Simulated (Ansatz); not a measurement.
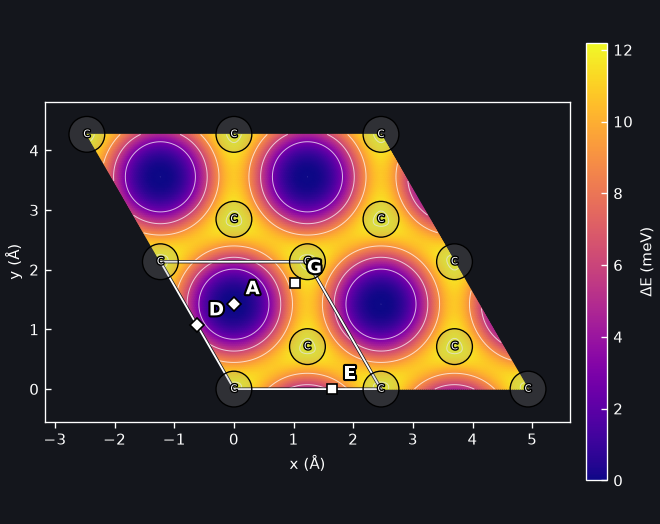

Si on a two-dimensional sheet of C (8 atoms of substrate and one adsorbate in a 2 × 2 cell). Si is moved over the surface cell at a fixed height above a rigid substrate; the origin of the map has the adsorbate above C1; the height is held at 3.30 Å. Places are given modulo a cell vector. The map is drawn in real space over the plane of the surface. Grid: 6 × 6 points; 7 points were computed and 29 follow by symmetry. Places are given in fractions of the 1 × 1 surface cell. Energies are in meV, from the lowest grid point. At a fixed height the lowest place need not be the adsorption site. The calculation used DFT PBE+D3(BJ), scalar-relativistic, plane waves, PAW (Ansatz 0.2.0). Settings: cutoff 420 eV, k-mesh 6×6×1, gaussian smearing 0.1 eV, spin-polarised.

Drawn: a smooth colour map with a few white contour lines, labelled circles for the atoms of the top layer, the outline of one cell of the 2 × 2 shown, lettered points. Between grid points the surface is interpolated.

Is E the lowest point of the computed grid?

Answer. No. E lies 6.6 meV above the lowest grid point, which is at a sixfold hollow, (2/6, 4/6) of the cell vectors.

What kind of point is each of A, D, E: minimum, saddle, maximum or slope?

Answer. A: minimum; D: on a slope; E: on a slope. (In these two coordinates alone; a stationary point may lie a little off the grid point.)
